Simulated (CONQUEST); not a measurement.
**Energy of ZnS along an even scaling of the cell**

System: ZnS (F-43m, 4 atoms in the cell).
Method: Kohn-Sham DFT of a periodic cell, PBEsol, PseudoDojo NC PBEsol, no spin polarisation (CONQUEST 1.3).

The 7 runs differ only in the geometry, by an even scaling of the cell at fixed fractional positions. The structure derives from an entry of the Crystallography Open Database.

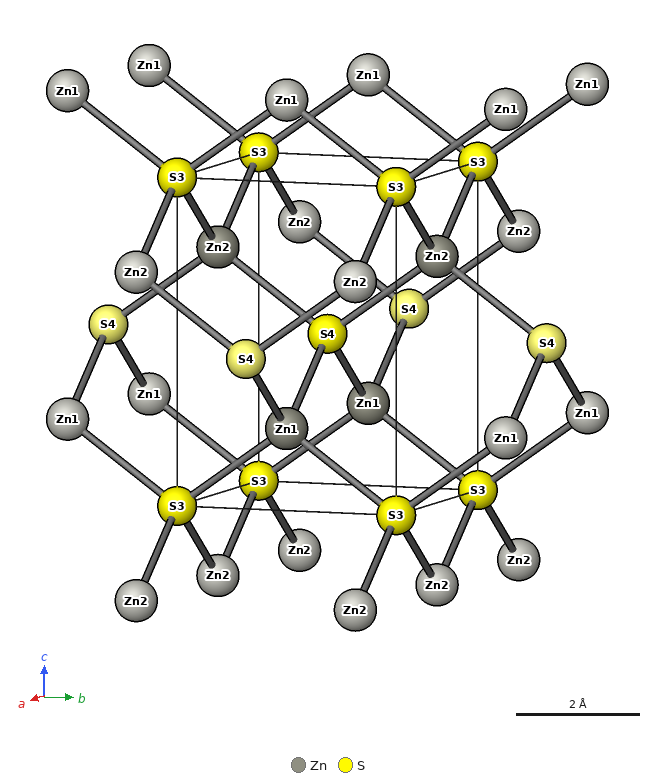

Figure 1. The structure of run 4 (ball-and-stick view of the cell of the calculation, seen slightly off an axis; neighbours outside the cell are drawn fainter; atoms are numbered from 1 in the order of the input). An atom can appear more than once, as a periodic image.

### Input of run 4
```
IO.Title ZnS
IO.Coordinates coords.dat
IO.FractionalAtomicCoords T
IO.Iprint 2
IO.Iprint_init 1
General.NumberOfSpecies 2
General.PseudopotentialType hamann
AtomMove.TypeOfRun static
AtomMove.FullStress T
Grid.PointsAlongX 36
Grid.PointsAlongY 36
Grid.PointsAlongZ 60
DM.SolutionMethod diagon
Diag.MPMesh T
Diag.GammaCentred T
Diag.MPMeshX 7
Diag.MPMeshY 7
Diag.MPMeshZ 5
Diag.kT 0.00183747
minE.SCTolerance 1e-6
SC.MaxIters 100
IO.AtomChargeOutput T
%block ChemicalSpeciesLabel
1 65.390 Zn
2 32.070 S
%endblock
```

Command:
```bash
OMP_NUM_THREADS=1 Conquest
```

Lattice vectors (Å) and fractional positions of run 4:
```
   3.821205    0.000000    0.000000
   0.000000    3.821205    0.000000
   0.000000    0.000000    5.404000
Zn  0.000000  0.500000  0.250000
Zn  0.500000  0.000000  0.750000
S   0.000000  0.000000  0.000000
S   0.500000  0.500000  0.500000
```

Run 5 has the same physical settings and fractional positions; its lattice vectors (Å) are:
```
   3.846512    0.000000    0.000000
   0.000000    3.846512    0.000000
   0.000000    0.000000    5.439789
```

### Results, with one run withheld

```csv
run,volume per atom (Å³),"free energy per atom, from the lowest run given (meV)",pressure (GPa),gap on the mesh (eV)
1,18.543,21.90,5.50,2.56
2,18.938,10.46,3.80,2.44
3,19.332,3.28,2.10,2.33
4,19.727,0.00,0.58,2.22
5,20.121,?,?,?
6,20.516,4.89,−2.27,2.01
7,20.910,11.99,−3.43,1.92
```

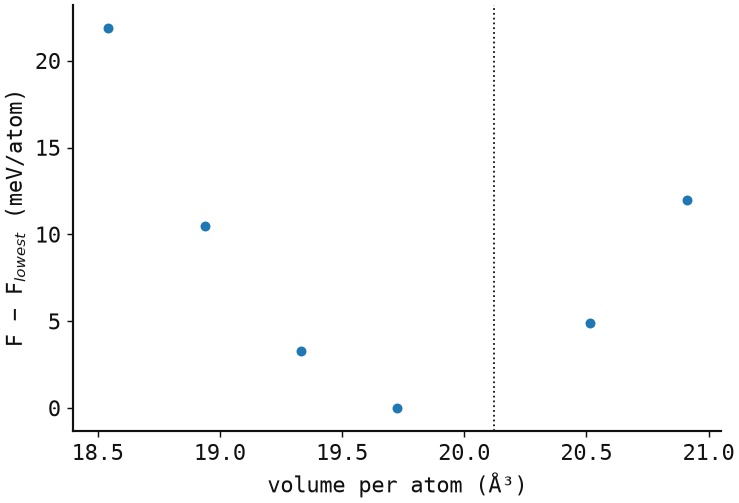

Figure 2. Free energy per atom of the runs given; the dotted line marks run 5.

Estimate the energy of run 5 from the others.

A cubic polynomial in V^(−2/3) (the Birch–Murnaghan form), fitted to the 6 runs given, misses them by at most 0.12 meV per atom. With x = V^(−2/3) − 0.13741 Å⁻², it reads F = 0.51611 + 1148.5 x + 5.5033e+05 x² − 2.2782e+06 x³ (meV per atom). At run 5 it gives 0.72 meV per atom, and the run itself gives 0.69. The slope of the fit gives a pressure −dF/dV of −0.96 GPa there, and the run prints −1.08 GPa. The two needn't agree exactly: the fit is approximate, and the printed stress is taken on a finite basis. The fit has its minimum at 19.857 Å³ per atom, where V d²F/dV² gives 74.4 GPa: the bulk modulus at this level, since symmetry fixes the shape and the positions. The gap on the mesh goes, without turning, from 2.56 eV in run 1 to 1.92 eV in run 7; run 5 has 2.11 eV. These are gaps of this functional on this mesh, which can miss the band edges; they aren't the measured gap.

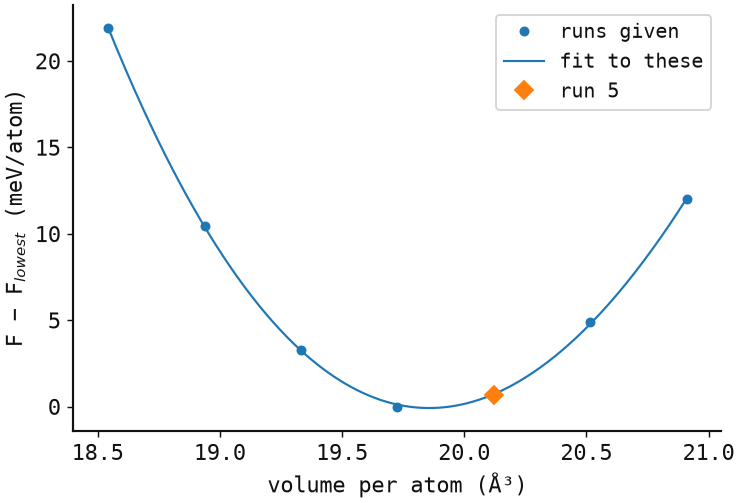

Figure 3. The fit and the withheld run.

### Some lines of the output (run 5)
```
[...]
      Using Fermi-Dirac smearing
          DFT Total Energy                 :      -439.891611422355027 Ha
          DFT Total Energy                 :      -439.936869293966424 Ha
          Free Energy (E-TS)               :      -439.938417877038830 Ha
          DFT Total Energy                 :      -439.938298582122343 Ha
          DFT Total Energy                 :      -439.938304308969350 Ha
          DFT Total Energy                 :      -439.938304366087777 Ha
          DFT Total Energy                 :      -439.938304370263836 Ha
      |* DFT total energy        =      -439.938304370263836 Ha
    force: Average pressure:     -1.08368729 GPa
```

Notes: With a small basis of atomic orbitals these values can differ much from converged plane-wave results.
